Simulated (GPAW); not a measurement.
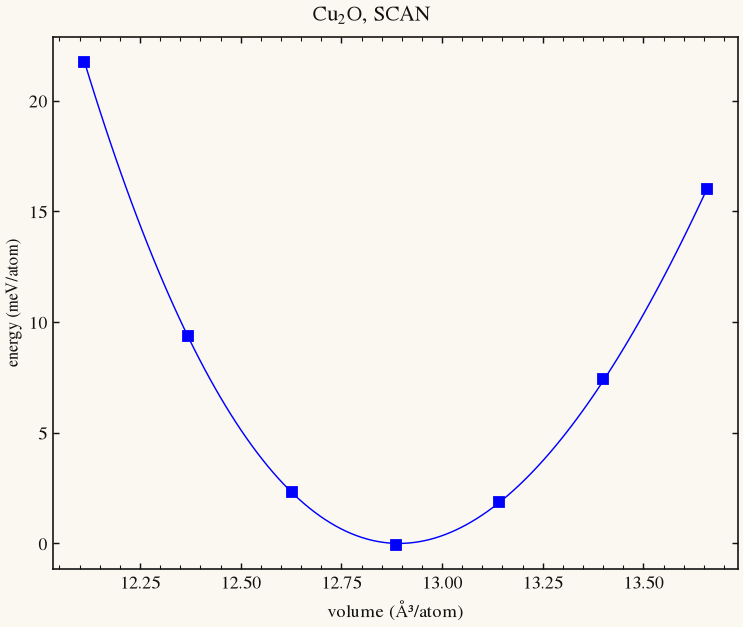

The picture above shows the energy against volume for Cu₂O, space group Pn-3m (No. 224).

Structure:
```xyz
6
Lattice="4.2600 0.0000 0.0000 0.0000 4.2600 0.0000 0.0000 0.0000 4.2600" Properties=species:S:1:pos:R:3 pbc="T T T"
Cu    3.1950    1.0650    3.1950
Cu    1.0650    1.0650    1.0650
Cu    1.0650    3.1950    3.1950
Cu    3.1950    3.1950    1.0650
O     2.1300    2.1300    2.1300
O     0.0000    0.0000    0.0000
```

Computed with GPAW 26.7.0: PAW DFT in plane waves, on a grid or in atomic orbitals, no spin polarisation; energies at scaled volumes of the given cell, shape and fractions fixed, counted from the fit's minimum, third-order Birch-Murnaghan fit. Level: SCAN.

- k mesh: 5×5×5
- occupations: Fermi–Dirac
- smearing width: 0.05 eV
- potentials: GPAW PAW data sets (gpaw data 1.2.1)
- wave cutoff: 800 eV
- program settings: basis pw

From this curve and the settings, what does the calculation give for the pressure at the same points?

The pressure falls from 8.63 GPa at volume 12.11 Å³/atom to −7.07 GPa at 13.66 Å³/atom, and changes sign near 12.82 Å³/atom.

```tsv
volume (Å³/atom)	pressure (GPa)
12.11	8.63
12.37	5.15
12.63	2.04
12.88	-0.72
13.14	-3.18
13.40	-5.13
13.66	-7.07
```

Keep in mind: the fit and the printed pressures don't fully agree.
